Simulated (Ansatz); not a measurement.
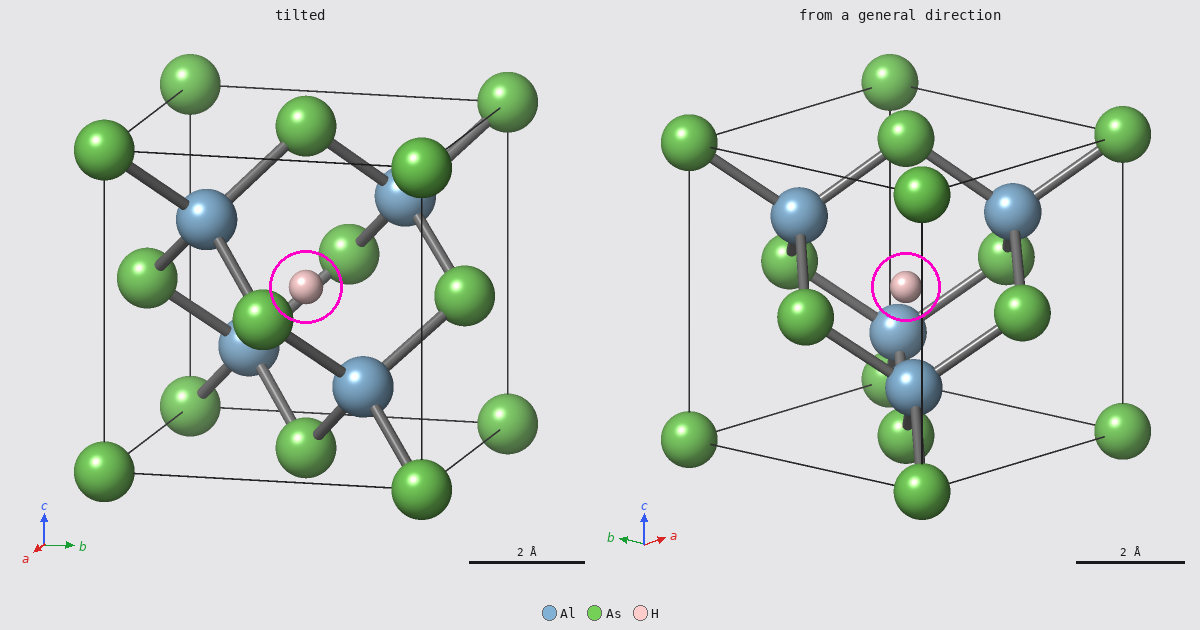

The image is a ball-and-stick drawing of a crystal, viewed slightly off an axis and from a general direction. The parallelepiped is the supercell. The host is AlAs, in a cell of 8 sites, and the cell is neutral. A ring marks the defect's site.

Q: What kind of defect was put in?

A: An interstitial hydrogen atom. It is bonded to no bonds drawn.

Computed with Ansatz, DFT PBE, scalar-relativistic, plane waves, PAW. Settings: plane-wave cutoff 420 eV, a 3×3×3 grid in reciprocal space, Gaussian smearing of 0.01 eV, collinear spins.

Q: Does the defect carry a magnetic moment?

A: Yes, 1.0 μB in the cell.

The atoms were relaxed in the host's cell with DFT PBE, scalar-relativistic, plane waves, PAW in Ansatz 0.2.0.
